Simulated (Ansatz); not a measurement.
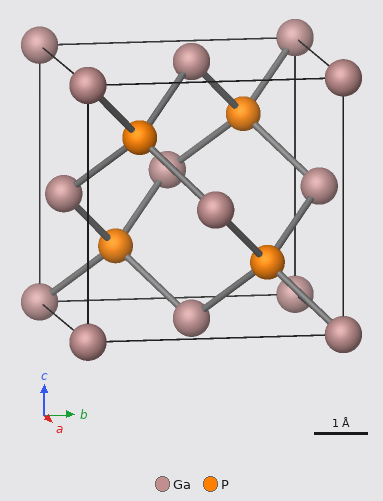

Phonons of crystalline GaP relaxed at 50 GPa, space group F-43m (No. 216), at the zone centre. The picture is a ball-and-stick view of the conventional cell (4 times the calculation's cell), seen slightly off an axis. Lengths and directions refer to the drawn axes.

The calculation used DFT PBE, scalar-relativistic, plane waves, PAW in Ansatz.

Input
```yaml
crystal:
  lattice:
    - [0.0, 2.4727286218, 2.4727286218]
    - [2.4727286218, 0.0, 2.4727286218]
    - [2.4727286218, 2.4727286218, 0.0]
  atoms:
    - { symbol: Ga, position: [0.0, 0.0, 0.0] }
    - { symbol: P, position: [0.75, 0.75, 0.75] }
basis:
  ecutwfc: 420
kpoints:
  mp_grid: { grid: [10, 10, 10] }
hamiltonian:
  xc: pbe
scf:
  occupations: { method: fixed }
output:
  eigenvalues: true
phonons:
  method: dfpt
  dielectric: true
  rigid_motions: translations
  eigenvectors: true
```

Launched with:
```bash
ansatz run input.yaml --threads 1 --pin off --max-ram 3072MiB --backend cpu --events-out ev --progress --plain --runs-dir out
```

Frequencies are those without the non-analytic (LO–TO) term.

Q: Which optical modes does it have, at what frequencies, and is it stable there?

A: The calculation's cell holds 2 atoms, so there are 3 optical modes, in 1 level. The optical modes span T₂. No level is unstable.

```tsv
level	symmetry	frequency (cm⁻¹)	activity
1	T₂	504	infrared- and Raman-active
```

The modes drawn as arrows (one member of each degenerate set):

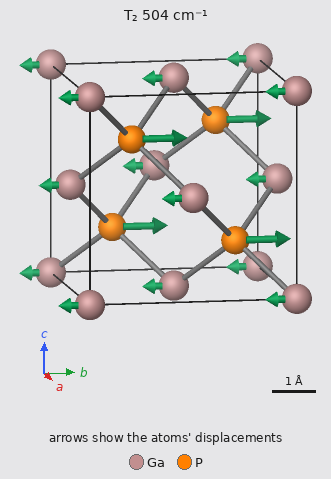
